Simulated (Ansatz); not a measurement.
# SiC: a changed input and its effect

System: SiC (F-43m, 2 atoms in the cell).
Method of run 1: DFT, PBE, plane waves, PAW, no spin polarisation (Ansatz 0.2.0).

The structure was built on a prototype by a generator. The geometry comes from this level: r2SCAN (a point of a series of strains). Text and figures count atoms from 1; the logs count them from 0 in places.

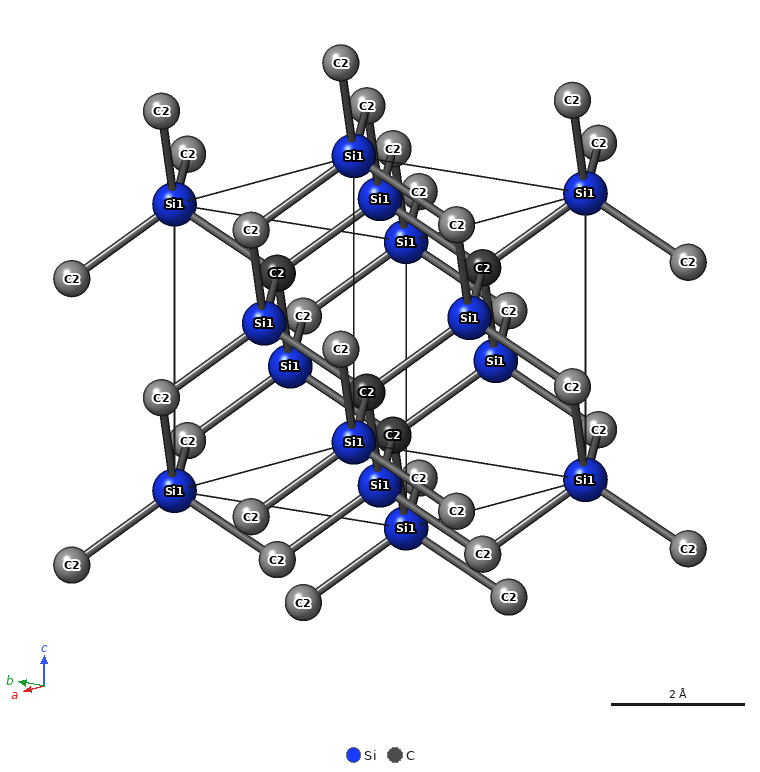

Fig. 1: The structure as given in the input (ball-and-stick view of the cell 4 times as large as that of the calculation, set on its symmetry axes, seen at an oblique angle; neighbours outside the cell are drawn fainter; atoms are numbered from 1 in the order of the input). Near neighbours in the crystal (not all of them lie inside the picture): Si has 4 C at 1.92 Å; C has 4 Si at 1.92 Å.

## The input, run 1
```yaml
crystal:
  lattice:
    - [0.0, 2.2170394847, 2.2170394847]
    - [2.2170394847, 0.0, 2.2170394847]
    - [2.2170394847, 2.2170394847, 0.0]
  atoms:
    - { symbol: Si, position: [0.0, 0.0, 0.0] }
    - { symbol: C, position: [0.25, 0.25, 0.25] }
kpoints:
  mp_grid: { grid: [10, 10, 10] }
  band_path:
    path:
      - [0.0, 0.0, 0.0]
      - [-0.5, -0.5, 0.0]
      - [-0.375, -0.375, 0.25]
      - [-0.375, 0.0, 0.375]
      - [0.0, 0.0, 0.5]
      - [-0.5, -0.25, 0.25]
    npoints: 1
hamiltonian:
  xc: pbe
scf:
  occupations: { method: fermi_dirac, width: 0.02 }
  n_extra_bands: 4
output:
  forces: true
  stress: true
  eigenvalues: true
```

Hardware: 4 threads of an Arm (aarch64) CPU, shared host.

## Output, shortened to warnings, some set-up lines, iterations and results (run 1)
```
Basis set: ecut = 420 eV, 411 PW (Γ), exchange–correlation on 48×48×48 points (8 copies of the dense FFT grid, shifted against one another)
Symmetry: 24 space group operations
k-points: 47 of 1000 (time reversal used)
Initial density: superposition of atomic densities (neutral atoms: chi_scale 0, normalization atom), corrected by the library's trained network
[...]
SCF iter   1: F=—  HF=-887.141700 eV  |F-HF|=—  |Δ(HF+E_count)|=         —  Δρ=2.76e-3  dr2=1.90e-3  ethr=1.77e-3  ⟨swp⟩=6.1  Hψ=3161  notcnv=0
SCF iter   2: F=—  HF=-887.141471 eV  |F-HF|=—  |Δ(HF+E_count)|=   2.29e-4  Δρ=1.05e-3  dr2=1.85e-4  ethr=2.38e-5  ⟨swp⟩=2.7  Hψ=1075  notcnv=0
SCF iter   3: F=—  HF=-887.141452 eV  |F-HF|=—  |Δ(HF+E_count)|=   1.88e-5  Δρ=3.84e-4  dr2=9.78e-6  ethr=2.32e-6  ⟨swp⟩=2.6  Hψ=544  notcnv=0
SCF iter   4: F=—  HF=-887.141477 eV  |F-HF|=—  |Δ(HF+E_count)|=   2.53e-5  Δρ=4.69e-5  dr2=4.73e-7  ethr=1.22e-7  ⟨swp⟩=2.2  Hψ=543  notcnv=0
SCF iter   5: F=-887.141477 eV  HF=-887.141477 eV  |F-HF|=2.42e-9  |Δ(HF+E_count)|=   1.62e-7  Δρ=3.24e-6  dr2=1.07e-9  ethr=5.91e-9  ⟨swp⟩=2.2  Hψ=535  notcnv=0
SCF iter   6: F=-887.141477 eV  HF=-887.141477 eV  |F-HF|=2.58e-11  |Δ(HF+E_count)|=   2.77e-9  Δρ=4.83e-7  dr2=3.93e-11  ethr=1.34e-11  ⟨swp⟩=1.6  Hψ=1130  notcnv=0
SCF 1 converged in 6 iterations: F = -887.141477 eV  dr2 = 3.93e-11
NSCF: frozen V_eff on 6 k-points
SCF converged after 6 iterations
Free energy (F): -887.141477 eV
Harris-Foulkes:  -887.141477 eV  (|F-HF|=2.58e-11)
Internal energy: -887.141477 eV  (E = F + TS)
E sigma→0 (E₀):  -887.141477 eV
Fermi energy:    9.541404 eV
--- Per-component energies (eV) ---
  E_band       = 24.628182
  E_kinetic    = 132.970294
  E_local      = -107.582173  (includes V_loc(G=0)·N_el)
  E_nonlocal   = 51.234640
  E_hartree    = 32.573891
  E_xc         = -104.589366
  E_vxc        = -108.178455  (∫ρ·V_xc dr)
  E_paw        = -611.851254  (= ΣΔE_a)
  E_vpaw       = -8.963872  (= ΣTr[D̂ρ^β])
  E_aug_tail   = 0.000011  (compensation charges beyond the density's cutoff)
  E_ewald      = -279.897521
  E_smearing   = -0.000000  (= −TS)
  E_closure    = 0.000000  (closes the sum)
  Σ components = -887.141477   (vs F -887.141477, Δ=0.00e0)
--- Forces (eV/Å), atoms counted from 1 ---
  atom   1  Si     0.00000000    -0.00000000     0.00000000
  atom   2  C     -0.00000000     0.00000000     0.00000000
  max |Σ_I F_I| component: 1.11e-16 eV/Å
--- Stress (GPa, compression-positive) ---
       -7.313623      -0.000000      -0.000000
       -0.000000      -7.313623       0.000000
       -0.000000       0.000000      -7.313623
  P = ⅓ Tr σ = -7.3136 GPa (-73.136 kbar)
```

The input of run 2 differs as follows (lines with − go, lines with + come):
```diff
-  xc: pbe
+  xc: r2scan
-  occupations: { method: fermi_dirac, width: 0.02 }
+  occupations: { method: fixed }
```

Predict how the results change.

The total energies belong to different methods, so their difference says nothing on which is more stable or more accurate. The gap on the mesh goes from 1.40 to 1.75 eV. The pressure goes from −7.31 to −10.87 GPa. The functional changes from PBE to r2SCAN. The number of SCF iterations is the same. The default cutoff goes from 420 to 500 eV with the change. The plane waves at Γ go from 411 to 537.

## Output, shortened to warnings, some set-up lines, iterations and results (run 2)
```
Basis set: ecut = 500 eV, 537 PW (Γ), exchange–correlation on 96×96×96 points (64 copies of the dense FFT grid, shifted against one another)
Symmetry: 24 space group operations
k-points: 47 of 1000 (time reversal used)
Initial density: superposition of atomic densities (neutral atoms: chi_scale 0, normalization atom), corrected by the library's trained network
[...]
SCF iter   1: F=—  HF=-891.255030 eV  |F-HF|=—  |Δ(HF+E_count)|=         —  Δρ=5.74e-3  dr2=4.31e-3  dr2_τ=1.65e-1  ethr=1.77e-3  ⟨swp⟩=5.0  Hψ=2674  notcnv=0  defer=83
SCF iter   2: F=—  HF=-891.294065 eV  |F-HF|=—  |Δ(HF+E_count)|=   3.90e-2  Δρ=3.80e-3  dr2=1.74e-3  dr2_τ=3.16e-5  ethr=5.38e-5  ⟨swp⟩=2.0  Hψ=1044  notcnv=0  defer=86
SCF iter   3: F=—  HF=-891.294033 eV  |F-HF|=—  |Δ(HF+E_count)|=   3.25e-5  Δρ=1.58e-3  dr2=5.91e-4  dr2_τ=1.22e-5  ethr=2.18e-5  ⟨swp⟩=2.0  Hψ=652  notcnv=0  defer=87
SCF iter   4: F=—  HF=-891.293979 eV  |F-HF|=—  |Δ(HF+E_count)|=   5.44e-5  Δρ=4.00e-4  dr2=1.65e-5  dr2_τ=3.33e-6  ethr=7.39e-6  ⟨swp⟩=2.5  Hψ=640  notcnv=0  defer=87
SCF iter   5: F=—  HF=-891.293982 eV  |F-HF|=—  |Δ(HF+E_count)|=   3.81e-6  Δρ=1.12e-4  dr2=1.91e-6  dr2_τ=4.19e-8  ethr=2.06e-7  ⟨swp⟩=1.8  Hψ=473  notcnv=0
SCF iter   6: F=-891.293983 eV  HF=-891.293983 eV  |F-HF|=2.39e-9  |Δ(HF+E_count)|=   3.30e-7  Δρ=2.27e-5  dr2=8.50e-8  dr2_τ=9.06e-10  ethr=1.25e-9  ⟨swp⟩=4.9  Hψ=2230  …
SCF 1 converged in 6 iterations: F = -891.293983 eV  dr2 = 8.50e-8
NSCF: frozen V_eff on 6 k-points
SCF converged after 6 iterations
Free energy (F): -891.293983 eV
Harris-Foulkes:  -891.293983 eV  (|F-HF|=2.39e-9)
Internal energy: -891.293983 eV  (E = F + TS)
E sigma→0 (E₀):  -891.293983 eV
Fermi energy:    8.723102 eV
--- Per-component energies (eV) ---
  E_band       = 21.432211
  E_kinetic    = 133.142647
  E_local      = -106.673027  (includes V_loc(G=0)·N_el)
  E_nonlocal   = 49.714508
  E_hartree    = 32.940371
  E_xc         = -100.371036
  E_vxc        = -117.283948  (∫ρ·V_xc dr)
  E_paw        = -620.048726  (= ΣΔE_a)
  E_vpaw       = -8.873694  (= ΣTr[D̂ρ^β])
  E_aug_tail   = 0.000008  (compensation charges beyond the density's cutoff)
  E_vtau       = 5.523291  (kinetic-family band-sum trace: ∫τ·v_τ [+ j·A + Jᵃ·Aᵃ] dr)
  E_ewald      = -279.897521
  E_core_change = -0.101207  (= ΣΔE_core)
  E_smearing   = -0.000000  (= −TS)
  E_closure    = 0.000000  (closes the sum)
  Σ components = -891.293983   (vs F -891.293983, Δ=0.00e0)
--- Forces (eV/Å), atoms counted from 1 ---
  atom   1  Si     0.00000000     0.00000000     0.00000000
  atom   2  C     -0.00000000     0.00000000    -0.00000000
  max |Σ_I F_I| component: 7.40e-17 eV/Å
--- Stress (GPa, compression-positive) ---
      -10.873542       0.000000      -0.000000
       -0.000000     -10.873542       0.000000
       -0.000000       0.000000     -10.873542
  P = ⅓ Tr σ = -10.8735 GPa (-108.735 kbar)
```

## The two runs side by side

| quantity | run 1 | run 2 |
| --- | --- | --- |
| outcome | converged | converged |
| free energy per atom (eV) | −443.5707 | −445.6470 |
| gap on the mesh (eV) | 1.40 | 1.75 |
| pressure (GPa) | −7.31 | −10.87 |
| largest force (eV/Å) | 0.000 | 0.000 |
| SCF iterations | 6 | 6 |
| irreducible k-points | 47 | 47 |
| plane waves at Γ | 411 | 537 |
| wall time (shared host) | 0.59 s | 1.2 s |

For run 1: The cell is under a tension of 7.3 GPa at this level, so it is not at its equilibrium volume. For run 2: The cell is under a tension of 10.9 GPa at this level, so it is not at its equilibrium volume.
